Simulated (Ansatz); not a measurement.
# Geometry relaxation of SiC

- system: SiC (F-43m, 2 atoms in the cell)
- method: DFT, PBEsol, paw_fr, spin-orbit coupling (Ansatz 0.2.0)

The structure derives from a Materials Project entry. Figures and captions count atoms from 1; the log counts them from 0 in places.

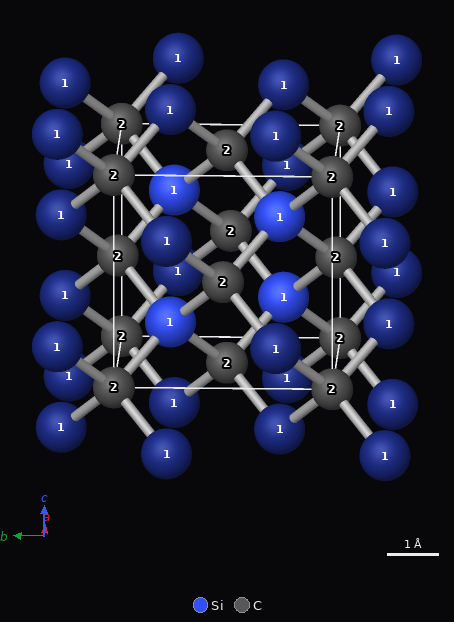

Figure 1. The structure as given in the input (ball-and-stick view of the cell 4 times as large as that of the calculation, set on its symmetry axes, seen at an oblique angle; neighbours outside the cell are drawn fainter; atoms are numbered from 1 in the order of the input).

Input
```yaml
crystal:
  lattice:
    - [0.0, 2.1769966238, 2.1769966238]
    - [2.1769966238, 0.0, 2.1769966238]
    - [2.1769966238, 2.1769966238, 0.0]
  atoms:
    - { symbol: Si, position: [0.25, 0.25, 0.25] }
    - { symbol: C, position: [0.0, 0.0, 0.0] }
basis:
  ecutwfc: 420
kpoints:
  mp_grid: { grid: [10, 10, 10] }
hamiltonian:
  xc: pbesol
  pseudopotentials: { kind: paw_fr }
scf:
  occupations: { method: gaussian, width: 0.02 }
output:
  forces: true
  eigenvalues: true
  stress: true
relax:
  adjacent_minimum: "off"
  f_tol: 0.005
  max_steps: 80
  cell: { stress_tol: 0.05 }
magnetization:
  noncollinear: true
  spin_orbit: true
```

Launch command:
```bash
ansatz run input.yaml --threads 1 --pin off --max-ram 2560MiB --backend cpu --events-out ev --progress --plain --runs-dir out
```

What the program printed
```
Engine: ansatz 0.2.0, aarch64-unknown-linux-gnu
Pseudopotentials: kind: paw_fr
Pseudopotential: Si, paw_fr, valence charge 4, recommended cutoff 420 eV (normal), Si.paw.azcp#standard-fr
Pseudopotential: C, paw_fr, valence charge 4, recommended cutoff 420 eV (normal), C.paw.azcp#standard-fr
Functional definition: PBEsol
  exchange = pbesol_x
  correlation = pbesol_c
non-collinear run that drives no moment, with spin-orbit: no starting moment large enough to seed its density (crystal.atoms[].spin), no starting occupations that ask for one, no magnetisation constraint and no magnetic field, so the semilocal B_xc is pinned to zero
Crystal: 2 atoms, lattice volume = 20.635 Å³
Basis set: ecut = 420 eV, 411 PW (Γ), exchange–correlation on 48×48×48 points (8 copies of the dense FFT grid, shifted against one another)
Bands: 16, of which v1, the nominal top of the filled ones, is band 8 counted from 1 (7 counted from 0)
Symmetry: 24 space group operations + 24 with time reversal
Magnetic group: BNS 216.75 (UNI 1577), of the structure as read, at distance tolerance 2.7e-5 Å
k-points: 47 of 1000 (time reversal used)
Projection manifold: j_resolved (fully-relativistic pseudo-atomic orbitals)
Non-local potential: Si, projectors of the file, l = 0: 2, l = 1: 4, l = 2: 4
Non-local potential: C, projectors of the file, l = 0: 2, l = 1: 4, l = 2: 2
PAW form: soft (Blöchl's): semilocal exchange-correlation on the pseudo side does not see the compensation charge
PAW frozen core: Si, regenerated for the run's functional, and the local potential with it (the file was generated under x = pbe(κ = 0.804, μ = 0.2195149727645171), c = pbe(β = 0.06672455060314922))
PAW frozen core: C, regenerated for the run's functional, and the local potential with it (the file was generated under x = pbe(κ = 0.804, μ = 0.2195149727645171), c = pbe(β = 0.06672455060314922))
PAW one-centre angular grid: Si, 110 points (default); XC on 64 Gauss nodes
PAW one-centre angular grid: C, 110 points (default); XC on 64 Gauss nodes
Initial density: superposition of atomic densities (chi_scale 0.1, normalization cell, long waves kept (reshape's long-wave potential 0.00 eV rms))
Initial wavefunctions: pseudopotential atomic-orbital guess
Functional: x = pbesol(κ = 0.804, μ = 0.12345679012345678), c = pbesol(β = 0.046)
SCF iter   1: F=—  HF=-870.109619 eV  |F-HF|=—  |Δ(HF+E_count)|=         —  Δρ=1.35e-1  dr2=4.55e0  dr2_m=0.00e0 (ungated)  ethr=3.10e-3  |M|=0.00e0 ∫|m|=0.00e0 μB  |m|>n=0.0e0 m-floor=0.0e0 τ_xc=0.0e0  β_m=0.30  ⟨swp⟩=5.9  Hψ=5677  notcnv=0
preconditioner: auto → none  [insulator: Δε(μ)=3.134 eV  Ē_g=14.712 eV  σ=0.020 eV  W_gap=1.00  n_scr=0 (ndim 8)  ℏωp=23.1 eV  f_vac=0.000  D(μ)=0.00/eV (n_scr^D=0)  ε∞_Penn≈3.5]
SCF iter   2: F=—  HF=-868.847455 eV  |F-HF|=—  |Δ(HF+E_count)|=    1.26e0  Δρ=5.23e-2  dr2=5.42e-1  dr2_m=0.00e0 (ungated)  ethr=3.10e-3  |M|=0.00e0 ∫|m|=0.00e0 μB  |m|>n=0.0e0 m-floor=0.0e0 τ_xc=0.0e0  β_m=0.37  ⟨swp⟩=2.7  Hψ=1789  notcnv=0  defer=158
SCF iter   3: F=—  HF=-868.714385 eV  |F-HF|=—  |Δ(HF+E_count)|=   1.33e-1  Δρ=2.23e-2  dr2=5.17e-2  dr2_m=0.00e0 (ungated)  ethr=3.10e-3  |M|=0.00e0 ∫|m|=0.00e0 μB  |m|>n=0.0e0 m-floor=0.0e0 τ_xc=0.0e0  β_m=0.59  ⟨swp⟩=2.0  Hψ=1160  notcnv=0  defer=158
SCF iter   4: F=—  HF=-868.708341 eV  |F-HF|=—  |Δ(HF+E_count)|=   6.04e-3  Δρ=1.52e-3  dr2=2.38e-4  dr2_m=0.00e0 (ungated)  ethr=6.46e-4  |M|=0.00e0 ∫|m|=0.00e0 μB  |m|>n=0.0e0 m-floor=0.0e0 τ_xc=0.0e0  β_m=0.75  ⟨swp⟩=2.2  Hψ=1010  notcnv=0  defer=158
SCF iter   5: F=—  HF=-868.708454 eV  |F-HF|=—  |Δ(HF+E_count)|=   1.13e-4  Δρ=2.34e-4  dr2=4.29e-6  dr2_m=0.00e0 (ungated)  ethr=2.97e-6  |M|=0.00e0 ∫|m|=0.00e0 μB  |m|>n=0.0e0 m-floor=0.0e0 τ_xc=0.0e0  β_m=0.80  ⟨swp⟩=2.1  Hψ=962  notcnv=0  defer=158
SCF iter   6: F=—  HF=-868.708457 eV  |F-HF|=—  |Δ(HF+E_count)|=   2.59e-6  Δρ=2.76e-5  dr2=8.01e-8  dr2_m=0.00e0 (ungated)  ethr=1.25e-9  |M|=0.00e0 ∫|m|=0.00e0 μB  |m|>n=0.0e0 m-floor=0.0e0 τ_xc=0.0e0  β_m=0.88  ⟨swp⟩=9.0  Hψ=4629  notcnv=0
SCF iter   7: F=-868.708457 eV  HF=-868.708457 eV  |F-HF|=1.22e-11  |Δ(HF+E_count)|=   6.89e-8  Δρ=3.95e-6  dr2=1.22e-9  dr2_m=0.00e0 (ungated)  ethr=1.00e-9  |M|=0.00e0 ∫|m|=0.00e0 μB  |m|>n=0.0e0 m-floor=0.0e0 τ_xc=0.0e0  ⟨swp⟩=2.0  Hψ=2285  notcnv=0
SCF 1 converged in 7 iterations: F = -868.708457 eV  dr2 = 1.22e-9
  greatest PAW one-centre occupation: 0.643 electrons in one spin orbital (limit 2), on the C atom at site 1 (counted from 0), in its partial waves of l = 0
relax step   1: F+E_penalty+E_count = -868.70845691 eV  Δ(F+E_penalty+E_count) = +0.000e0 eV  max|allowed force component| = 4.163e-16 eV/Å  Δτ_max = 0.0000 Å  P = +0.434 GPa  Ω = 20.635 Å³  (7 SCF iters, dr2 threshold 1.00e-7 eV, accepted)
Crystal: 2 atoms, lattice volume = 20.656 Å³
Projection manifold: j_resolved (fully-relativistic pseudo-atomic orbitals)
Initial density: handed on by an earlier stage of this run
Initial wavefunctions: those handed on with the density
iter 1 solved again at ethr=2.20e-7 eV; its pass at ethr=3.10e-3 eV (dr2=1.76e-5 eV) is discarded
SCF iter   1: F=—  HF=-868.708465 eV  |F-HF|=—  |Δ(HF+E_count)|=         —  Δρ=2.59e-4  dr2=1.71e-5  dr2_m=0.00e0 (ungated)  ethr=2.20e-7  |M|=0.00e0 ∫|m|=0.00e0 μB  |m|>n=0.0e0 m-floor=0.0e0 τ_xc=0.0e0  β_m=0.30  ⟨swp⟩=1.1  Hψ=3828  notcnv=0
preconditioner: auto → none  [insulator: Δε(μ)=1.234 eV  Ē_g=13.994 eV  σ=0.020 eV  W_gap=1.00  n_scr=0 (ndim 8)  ℏωp=23.1 eV  f_vac=0.000  D(μ)=0.00/eV (n_scr^D=0)  ε∞_Penn≈3.7]
SCF iter   2: F=—  HF=-868.708460 eV  |F-HF|=—  |Δ(HF+E_count)|=   4.90e-6  Δρ=8.40e-5  dr2=1.87e-6  dr2_m=0.00e0 (ungated)  ethr=2.14e-7  |M|=0.00e0 ∫|m|=0.00e0 μB  |m|>n=0.0e0 m-floor=0.0e0 τ_xc=0.0e0  β_m=0.37  ⟨swp⟩=2.0  Hψ=1027  notcnv=0
SCF iter   3: F=-868.708460 eV  HF=-868.708460 eV  |F-HF|=3.91e-8  |Δ(HF+E_count)|=   5.58e-7  Δρ=2.39e-5  dr2=9.85e-8  dr2_m=0.00e0 (ungated)  ethr=2.50e-9  |M|=0.00e0 ∫|m|=0.00e0 μB  |m|>n=0.0e0 m-floor=0.0e0 τ_xc=0.0e0  ⟨swp⟩=2.5  Hψ=2635  notcnv=0
SCF 2 converged in 3 iterations: F = -868.708460 eV  dr2 = 9.85e-8
relax step   2: F+E_penalty+E_count = -868.70845966 eV  Δ(F+E_penalty+E_count) = -2.750e-6 eV  max|allowed force component| = 1.156e-16 eV/Å  Δτ_max = 0.0000 Å  P = +0.202 GPa  Ω = 20.656 Å³  energy of the carried Pulay correction = -3.927e-5 eV  (3 SCF iters, dr2 threshold 2.00e-7 eV, accepted)
Crystal: 2 atoms, lattice volume = 20.675 Å³
Projection manifold: j_resolved (fully-relativistic pseudo-atomic orbitals)
iter 1 solved again at ethr=1.75e-7 eV; its pass at ethr=3.10e-3 eV (dr2=1.40e-5 eV) is discarded
SCF iter   1: F=—  HF=-868.708441 eV  |F-HF|=—  |Δ(HF+E_count)|=         —  Δρ=2.28e-4  dr2=1.36e-5  dr2_m=0.00e0 (ungated)  ethr=1.75e-7  |M|=0.00e0 ∫|m|=0.00e0 μB  |m|>n=0.0e0 m-floor=0.0e0 τ_xc=0.0e0  β_m=0.30  ⟨swp⟩=1.0  Hψ=3808  notcnv=0
preconditioner: auto → none  [insulator: Δε(μ)=1.235 eV  Ē_g=13.986 eV  σ=0.020 eV  W_gap=1.00  n_scr=0 (ndim 8)  ℏωp=23.1 eV  f_vac=0.000  D(μ)=0.00/eV (n_scr^D=0)  ε∞_Penn≈3.7]
SCF iter   2: F=—  HF=-868.708438 eV  |F-HF|=—  |Δ(HF+E_count)|=   3.80e-6  Δρ=8.07e-5  dr2=1.72e-6  dr2_m=0.00e0 (ungated)  ethr=1.70e-7  |M|=0.00e0 ∫|m|=0.00e0 μB  |m|>n=0.0e0 m-floor=0.0e0 τ_xc=0.0e0  β_m=0.38  ⟨swp⟩=2.0  Hψ=1015  notcnv=0
SCF iter   3: F=—  HF=-868.708437 eV  |F-HF|=—  |Δ(HF+E_count)|=   4.90e-7  Δρ=2.66e-5  dr2=1.19e-7  dr2_m=0.00e0 (ungated)  ethr=2.16e-8  |M|=0.00e0 ∫|m|=0.00e0 μB  |m|>n=0.0e0 m-floor=0.0e0 τ_xc=0.0e0  β_m=0.58  ⟨swp⟩=2.0  Hψ=1090  notcnv=0
SCF iter   4: F=-868.708437 eV  HF=-868.708437 eV  |F-HF|=2.17e-10  |Δ(HF+E_count)|=   2.91e-8  Δρ=2.43e-6  dr2=6.84e-10  dr2_m=0.00e0 (ungated)  ethr=1.28e-9  |M|=0.00e0 ∫|m|=0.00e0 μB  |m|>n=0.0e0 m-floor=0.0e0 τ_xc=0.0e0  ⟨swp⟩=3.9  Hψ=1969  notcnv=0
SCF 3 converged in 4 iterations: F = -868.708437 eV  dr2 = 6.84e-10
relax step   3: F+E_penalty+E_count = -868.70843701 eV  Δ(F+E_penalty+E_count) = +2.265e-5 eV  max|allowed force component| = 1.550e-16 eV/Å  Δτ_max = 0.0000 Å  P = -0.000 GPa  Ω = 20.675 Å³  energy of the carried Pulay correction = -7.355e-5 eV  (4 SCF iters, dr2 threshold 1.02e-7 eV, accepted)
Projection manifold: j_resolved (fully-relativistic pseudo-atomic orbitals)
Initial wavefunctions: pseudopotential atomic-orbital guess (no wavefunctions were taken with the density)
iter 1 solved again at ethr=3.54e-7 eV; its pass at ethr=3.10e-3 eV (dr2=2.83e-5 eV) is discarded
SCF iter   1: F=—  HF=-868.708523 eV  |F-HF|=—  |Δ(HF+E_count)|=         —  Δρ=1.34e-5  dr2=3.84e-9  dr2_m=0.00e0 (ungated)  ethr=3.54e-7  |M|=0.00e0 ∫|m|=0.00e0 μB  |m|>n=0.0e0 m-floor=0.0e0 τ_xc=0.0e0  β_m=0.30  ⟨swp⟩=3.0  Hψ=7864  notcnv=0
eigensolver tolerance schedule: the retry pair's looser diagonalisation over-reported the residual by 7390.68 of it (diagonalisation noise at 5.45 of the residual, at the tolerance the schedule requests for it); recorded, not acted on — ethr = c·dr2/N_el stays at c = 1.0e-1
preconditioner: auto → none  [insulator: Δε(μ)=1.238 eV  Ē_g=13.987 eV  σ=0.020 eV  W_gap=1.00  n_scr=0 (ndim 8)  ℏωp=23.1 eV  f_vac=0.000  D(μ)=0.00/eV (n_scr^D=0)  ε∞_Penn≈3.7]
SCF iter   2: F=—  HF=-868.708523 eV  |F-HF|=—  |Δ(HF+E_count)|=   5.33e-7  Δρ=9.26e-6  dr2=1.68e-9  dr2_m=0.00e0 (ungated)  ethr=4.79e-11  |M|=0.00e0 ∫|m|=0.00e0 μB  |m|>n=0.0e0 m-floor=0.0e0 τ_xc=0.0e0  β_m=0.59  ⟨swp⟩=2.4  Hψ=1164  notcnv=0
SCF iter   3: F=-868.708523 eV  HF=-868.708523 eV  |F-HF|=1.50e-10  |Δ(HF+E_count)|=   1.76e-8  Δρ=8.41e-7  dr2=1.56e-11  dr2_m=0.00e0 (ungated)  ethr=1.00e-12  |M|=0.00e0 ∫|m|=0.00e0 μB  |m|>n=0.0e0 m-floor=0.0e0 τ_xc=0.0e0  ⟨swp⟩=4.0  Hψ=3066  notcnv=0
SCF 4 converged in 3 iterations: F = -868.708523 eV  dr2 = 1.56e-11
relax step   4: F+E_penalty+E_count = -868.70852257 eV  Δ(F+E_penalty+E_count) = -8.556e-5 eV  max|allowed force component| = 1.203e-16 eV/Å  Δτ_max = 0.0000 Å  P = +0.006 GPa  Ω = 20.675 Å³  stress off target by 6.21e-3 GPa  SCF on the basis re-selected at this cell (its energy is not comparable with the rows above)  (3 SCF iters)
```

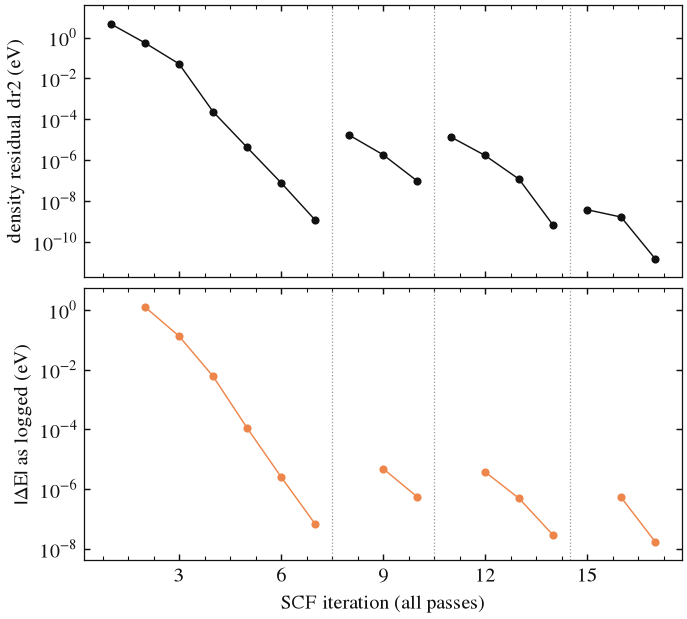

Figure 2. Convergence of the self-consistent field: density residual dr2 and size of the energy change against the SCF iteration. The dotted lines part the SCF passes of the relaxation: geometry steps, rejected trials and re-solves on a re-selected basis. The passes take 7, 3, 4 and 3 iterations.

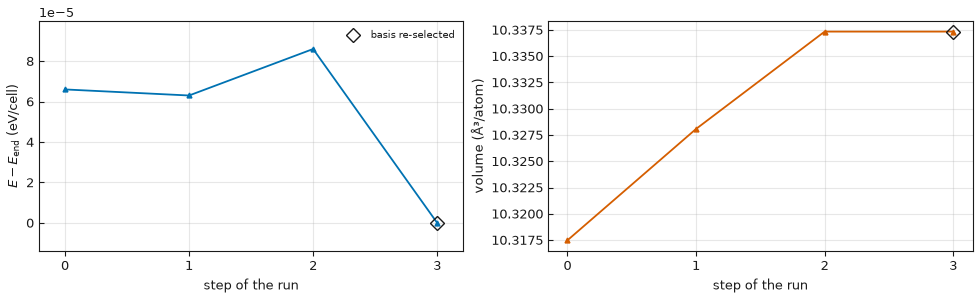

Figure 3. Progress of the relaxation, step by step (the first geometry is step 0 here and step 1 in the log). After 2 geometry steps the energy has risen by next to nothing (0.0 meV per cell of the calculation). All forces vanish by symmetry, so only the cell relaxes. Pressure: 0.43 GPa at the start and 0.01 GPa at the end. The atoms keep their places relative to the cell (all moves are under 0.005 Å). The volume changes by +0.2 %, with a = b = c 4.354 → 4.357 Å (+0.1 %). The space group stays F-43m (No. 216). A last SCF at the same geometry on a re-selected plane-wave basis shifts the energy by −0.1 meV per cell of the calculation.

```
basis re-selected at this cell: Δ(F+E_penalty+E_count) = -8.556e-5 eV, ΔP = +0.007 GPa vs the last step (what re-selecting the basis moved, of the pressure what is left beyond the Pulay correction that the steps carried, after the strain that the cell walked since its last selection, with what the two solves' SCF thresholds leave and, on support functions, any second-order correction that the steps lacked; it is no measure of the basis error at this ecutwfc). This SCF's stress stands 6.21e-3 GPa from its target on what of the cell is left free (relax.cell.stress_tol is 5.00e-2 GPa) and its largest allowed force component is 1.20e-16 eV/Å (relax.f_tol is 5.00e-3 eV/Å): within both
SCF converged after 3 iterations
Magnetization: |M| = 0.0000 μB,  M = (+0.0000, +0.0000, +0.0000) μB
Absolute magnetization: 0.0000 μB (∫|m|)
  site 0: m = (+0.0000, +0.0000, +0.0000) μB, |m| = 0.0000 μB  (R = 0.78 Å)
  site 1: m = (+0.0000, +0.0000, +0.0000) μB, |m| = 0.0000 μB  (R = 0.78 Å)
Free energy (F): -868.708523 eV
Harris-Foulkes:  -868.708523 eV  (|F-HF|=1.50e-10)
Internal energy: -868.708523 eV  (E = F + TS)
E sigma→0 (E₀):  -868.708523 eV
Fermi energy:    10.052541 eV
--- Per-component energies (eV) ---
  E_band       = 28.138415
  E_kinetic    = 135.295982
  E_local      = -103.742064  (includes V_loc(G=0)·N_el)
  E_nonlocal   = 51.996031
  E_hartree    = 31.527324
  E_xc         = -104.621645
  E_vxc        = -109.152898  (∫ρ·V_xc dr)
  E_paw        = -594.353753  (= ΣΔE_a)
  E_vpaw       = -9.313301  (= ΣTr[D̂ρ^β])
  E_aug_tail   = 0.000011  (compensation charges beyond the density's cutoff)
  E_ewald      = -284.863115
  E_core_change = 0.052707  (= ΣΔE_core)
  E_smearing   = -0.000000  (= −TS)
  E_closure    = 0.000000  (closes the sum)
  Σ components = -868.708523   (vs F -868.708523, Δ=0.00e0)
--- Forces (eV/Å), atoms counted from 1 ---
  atom   1  Si    -0.00000000     0.00000000     0.00000000
  atom   2  C      0.00000000    -0.00000000    -0.00000000
  max |Σ_I F_I| component: 1.11e-16 eV/Å
--- Stress (GPa, compression-positive) ---
        0.006210      -0.000000       0.000000
       -0.000000       0.006210       0.000000
        0.000000       0.000000       0.006210
  P = ⅓ Tr σ = 0.0062 GPa (0.062 kbar)
--- Band table (eV; the first three rows and the last of 47) ---
  k-point 0: bands = ["-5.9989", "-5.9989", "9.4194", "9.4194", "9.4334", "9.4334", "9.4334", "9.4334", "15.6059", "15.6059", "16.6353", "16.6353", "16.6980", "16.6980", "16.6980", "16.6980"]
  k-point 1: bands = ["-5.8026", "-5.8026", "8.4139", "8.4139", "9.2888", "9.2888", "9.2991", "9.2992", "15.8617", "15.8617", "16.8933", "16.8933", "16.9416", "16.9417", "16.9610", "16.9610"]
  k-point 2: bands = ["-5.2221", "-5.2221", "6.2831", "6.2831", "8.9789", "8.9789", "8.9912", "8.9913", "15.5680", "15.5680", "17.2599", "17.2599", "17.2963", "17.2964", "18.1442", "18.1442"]
  k-point 46: bands = ["-0.7167", "-0.7094", "2.2683", "2.2698", "4.5737", "4.5762", "4.7903", "4.8059", "14.0242", "14.0264", "17.3954", "17.3969", "19.3767", "19.3970", "20.5408", "20.5426"]
--- Relaxed structure (3 steps of the walk, 3 accepted, 1 SCFs on fresh bases) ---
  F+E_penalty+E_count = -868.70852257 eV   max|allowed force component| = 1.203e-16 eV/Å   (the final SCF, on the basis selected at the relaxed cell)
  cell:  # Å, volume = 20.6747 Å³
    - [2.8024546180925747e-34, 2.1783931426356222, 2.1783931426356222]
    - [2.1783931426356222, 2.127317823733909e-33, 2.1783931426356222]
    - [2.1783931426356222, 2.1783931426356222, 2.197379189186223e-33]
  atoms:
    - { symbol: Si, position: [0.25, 0.25, 0.25] }
    - { symbol: C, position: [-2.783033538261833e-34, 2.340697081849356e-34, 2.5250039386878883e-34] }
```

Trajectory as extended XYZ (Å, eV, eV/Å), 4 frames, from step=1 to step=4
```
2
Lattice="0.0000 2.1770 2.1770 2.1770 0.0000 2.1770 2.1770 2.1770 0.0000" Properties=species:S:1:pos:R:3:forces:R:3 step=1 energy=-868.70846 pressure_GPa=0.43
Si    1.0885    1.0885    1.0885    0.0000   0.0000   0.0000
C     0.0000    0.0000    0.0000    0.0000   0.0000   0.0000
2
Lattice="0.0000 2.1777 2.1777 2.1777 0.0000 2.1777 2.1777 2.1777 0.0000" Properties=species:S:1:pos:R:3:forces:R:3 step=2 energy=-868.70846 pressure_GPa=0.20
Si    1.0889    1.0889    1.0889    0.0000   0.0000   0.0000
C     0.0000    0.0000    0.0000    0.0000   0.0000   0.0000
2
Lattice="0.0000 2.1784 2.1784 2.1784 0.0000 2.1784 2.1784 2.1784 0.0000" Properties=species:S:1:pos:R:3:forces:R:3 step=3 energy=-868.70844 pressure_GPa=-0.00
Si    1.0892    1.0892    1.0892    0.0000   0.0000   0.0000
C     0.0000    0.0000    0.0000    0.0000   0.0000   0.0000
2
Lattice="0.0000 2.1784 2.1784 2.1784 0.0000 2.1784 2.1784 2.1784 0.0000" Properties=species:S:1:pos:R:3:forces:R:3 step=4 energy=-868.70852 pressure_GPa=0.01
Si    1.0892    1.0892    1.0892    0.0000   0.0000   0.0000
C     0.0000    0.0000    0.0000    0.0000   0.0000   0.0000
```

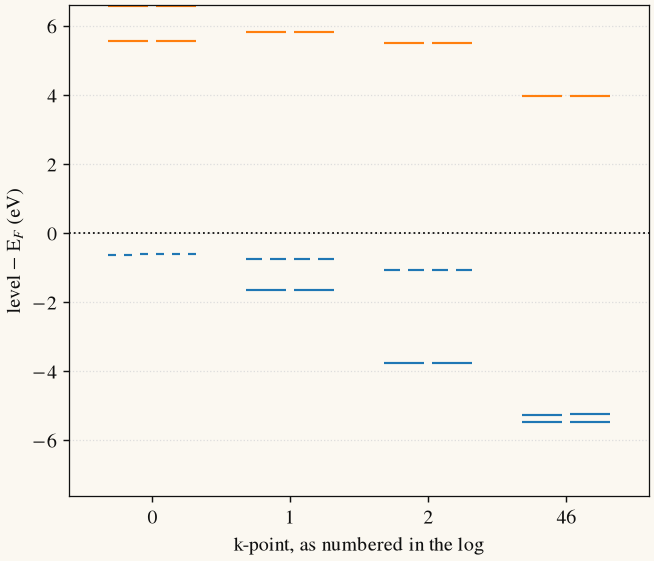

Figure 4. Kohn–Sham levels near the Fermi level (dotted) at the few k-points that the log prints; levels within 0.02 eV of each other stand side by side. Among these points the highest filled and lowest empty levels are 4.59 eV apart; the gap on the full mesh, 1.24 eV, has an edge at a point that isn't printed.

Key numbers

```csv
quantity,value
outcome,converged
space group (tolerance 0.01 Å),F-43m (216)
electrons treated,8
free energy,−868.7085 eV
Fermi energy,10.053 eV
gap on the k-point mesh,1.24 eV
net moment of the cell,0.00 μB
integrated absolute moment,0.00 μB
pressure,0.01 GPa
final volume,20.67 Å³
largest force (length of the vector) at the end,under 0.001 eV/Å
final cell,"a = 3.081 Å, b = 3.081 Å, c = 3.081 Å, α = 60.00°, β = 60.00°, γ = 60.00°"
hardware,"1 thread of Arm Neoverse N1, 54 GiB of memory available, shared host"
wall time,31 s
peak memory,0.39 GiB
```

Remarks

Settings chosen away from the usual ones: hamiltonian.pseudopotentials set to {"kind": "paw_fr"}; magnetization set to {"noncollinear": true, "spin_orbit": true}.
